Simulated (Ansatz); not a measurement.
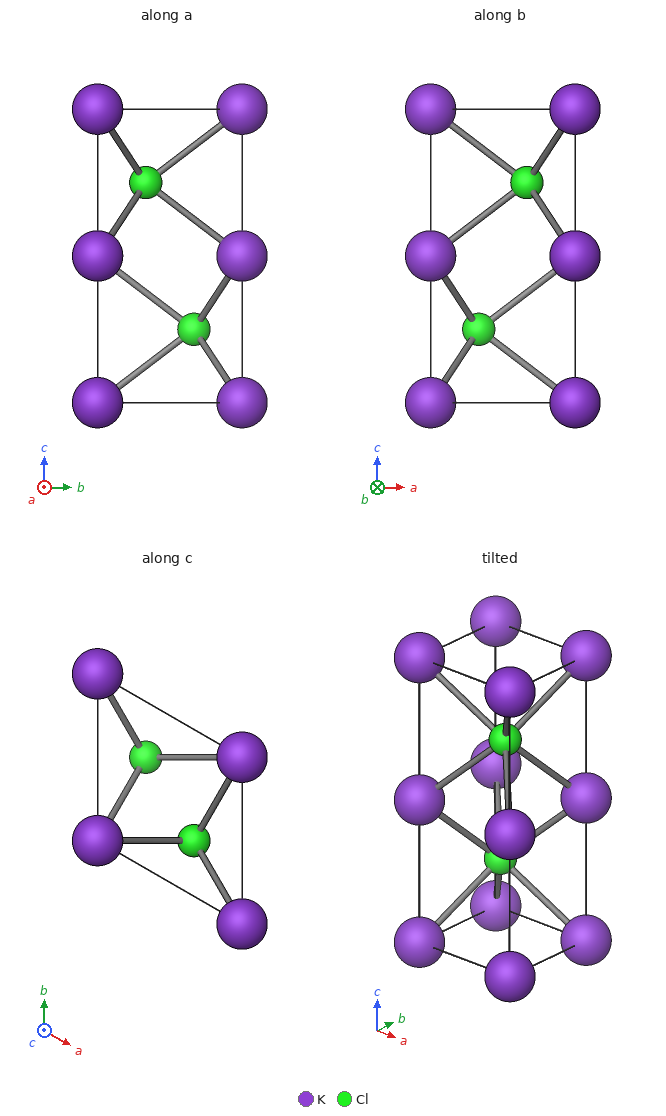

Drawn in the ball-and-stick manner and seen along the a axis, along the b axis, along the c axis and slightly off an axis. The edges of the conventional unit cell are marked.

Lattice parameters: a = 4.1283 Å, b = 4.1283 Å, c = 7.2633 Å, α = 90.000°, β = 90.000°, γ = 120.000°.

**Convert the drawing into a CIF with its space group and independent sites.**

```cif
data_structure
_symmetry_space_group_name_H-M 'P 63/m m c'
_symmetry_Int_Tables_number 194
_cell_length_a 4.1283
_cell_length_b 4.1283
_cell_length_c 7.2633
_cell_angle_alpha 90.000
_cell_angle_beta 90.000
_cell_angle_gamma 120.000
_cell_volume 107.20
loop_
_atom_site_label
_atom_site_type_symbol
_atom_site_symmetry_multiplicity
_atom_site_Wyckoff_symbol
_atom_site_fract_x
_atom_site_fract_y
_atom_site_fract_z
_atom_site_occupancy
K1 K 2 a 0.0000 0.0000 0.0000 1
Cl1 Cl 2 c 0.3333 0.6667 0.2500 1
```

It goes back to a structure type filled with these elements by a generator (whether the compound takes this form wasn't checked). The cell was then strained or its atoms displaced on purpose. A calculation with Ansatz used it as input.

At this level of theory the cell isn't at rest (compressed, at 5 GPa), so its distances can differ from those at equilibrium, the more so the softer the solid.
